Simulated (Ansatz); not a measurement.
Structure (in its standard cell), the end point of a relaxation with DFT, BLYP, plane waves (420 eV) with PAW, scalar-relativistic (Ansatz 0.2.0); the starting structure was generated, so it need not be a known form of this composition:

```cif
data_structure
_symmetry_space_group_name_H-M 'Pm-3n'
_symmetry_Int_Tables_number 223
_cell_length_a 4.9850
_cell_length_b 4.9850
_cell_length_c 4.9850
_cell_angle_alpha 90.000
_cell_angle_beta 90.000
_cell_angle_gamma 90.000
_cell_volume 123.88
loop_
_atom_site_label
_atom_site_type_symbol
_atom_site_symmetry_multiplicity
_atom_site_Wyckoff_symbol
_atom_site_fract_x
_atom_site_fract_y
_atom_site_fract_z
_atom_site_occupancy
Os1 Os 2 a 0.00000 0.00000 0.00000 1
Os2 Os 6 c 0.25000 0.00000 0.50000 1
```

What does the kinematic electron diffraction pattern along [221] look like at 80 kV (B = 0.3 Å²)?

Answer. The spots form a centred rectangular net whose two shortest vectors correspond to d = 3.52 Å and 2.23 Å, 71.6° apart. They are 1 -1 0 (itself too weak to see) and 1 0 -2. The pattern has symmetry 2mm. A glide plane extinguishes reflections such as 1 -2 2, 2 -1 -2, 2 -3 2; reflections such as 1 2 -6, 2 1 -6, 5 -6 2 are allowed by the space group but vanish because the atoms sit on special positions; reflections such as 1 -1 0, 2 -2 0, 3 -3 0 are allowed but too weak to see at this display level.

Strongest reflections with d > 0.82 Å, one of each family (|F|² from tabulated Gaussian fits of the electron scattering factors, times a small damping for the curvature of the Ewald sphere):

```
    hkl  d (Å)  I (strongest = 100)
 1 0 -2  2.229                  100
 4 -4 0  0.881                   50
 2 0 -4  1.115                   24
4 -3 -2  0.926                   15
4 -2 -4  0.831                   10
```

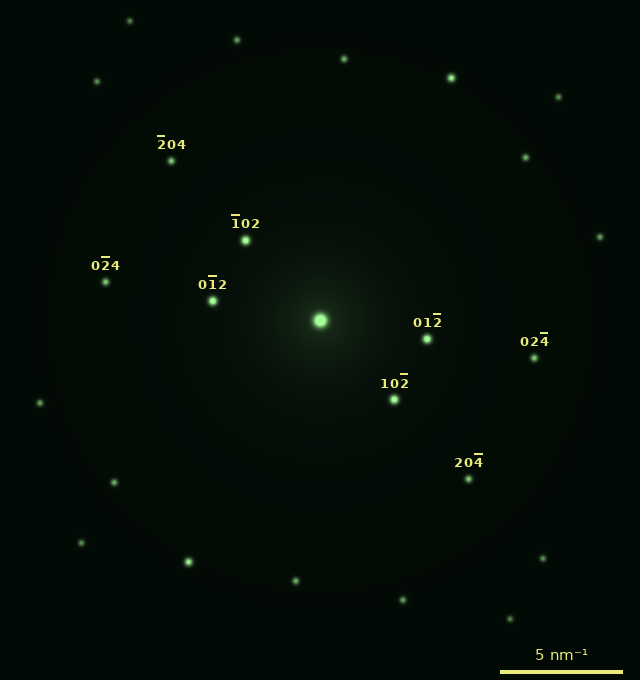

Calculated pattern, seen from the source side with [221] pointing towards the source.
